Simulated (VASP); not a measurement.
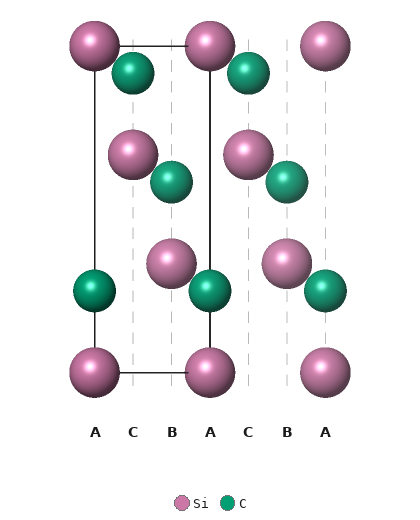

Projection along an edge of the hexagonal mesh, stacking direction [111] upwards. The dashed lines mark the three columns A (0, 0), B (1/3, 2/3) and C (2/3, 1/3). The box is the hexagonal cell of the face-centred cubic lattice. The sequence starts with the first layer at or above the cell's origin.

System SiC; source of the atomic positions: coordinates from a relaxation with VASP, VASP Kohn-Sham DFT of a periodic cell, B3LYP, VASP PAW PBE potentials, recommended.

### List the layers of one repeat.

Si(A) – C(A) – Si(B) – C(B) – Si(C) – C(C) (six layers in 7.58 Å).
